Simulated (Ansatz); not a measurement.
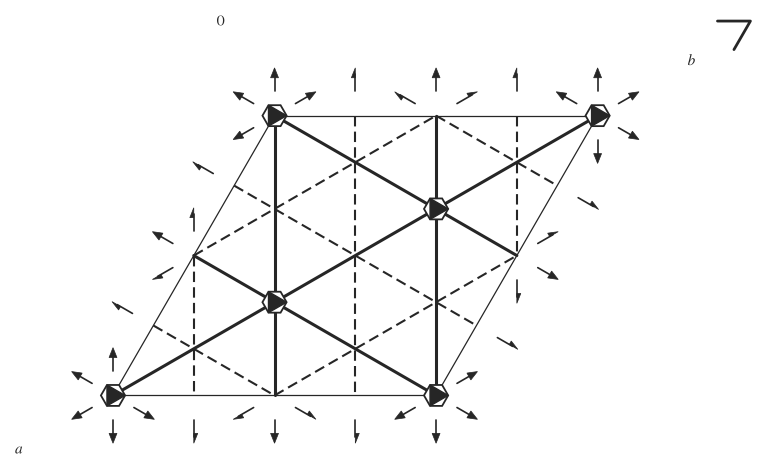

Symmetry elements of a space group, projected down c, computed from the operations of a computed or model structure of composition HfC, which need not be its known form.

Graphical symbols as in the International Tables (origin upper left, heights as fractions; handed screw axes are marked by their printed symbols).

Identify the space group.

P-6m2, No. 187; primitive hexagonal, point group -6m2, 12 general positions a cell.

List the elements shown.

−6 axes along c at (0, 0), (1/3, 2/3), (2/3, 1/3); mirror planes holding c and [1 2 0] or [2 1 0] or [−1 1 0]; in-plane glide planes holding c and [1 2 0] or [2 1 0] or [−1 1 0]; a mirror plane normal to c at height 0; 2 axes along [1 2 0] at height 0; 2 axes along [2 1 0] at height 0; 2 axes along [−1 1 0] at height 0; 2₁ axes along [1 2 0] at height 0; 2₁ axes along [2 1 0] at height 0; 2₁ axes along [−1 1 0] at height 0. Heights repeat every half period; positions are (a, b) fractions, modulo 1.

Write the general positions (in any order).

x, y, z
−x+y, −x, −z
−y, x−y, z
x, y, −z
−x+y, −x, z
−y, x−y, −z
−y, −x, −z
x, x−y, z
−x+y, y, −z
−y, −x, z
x, x−y, −z
−x+y, y, z
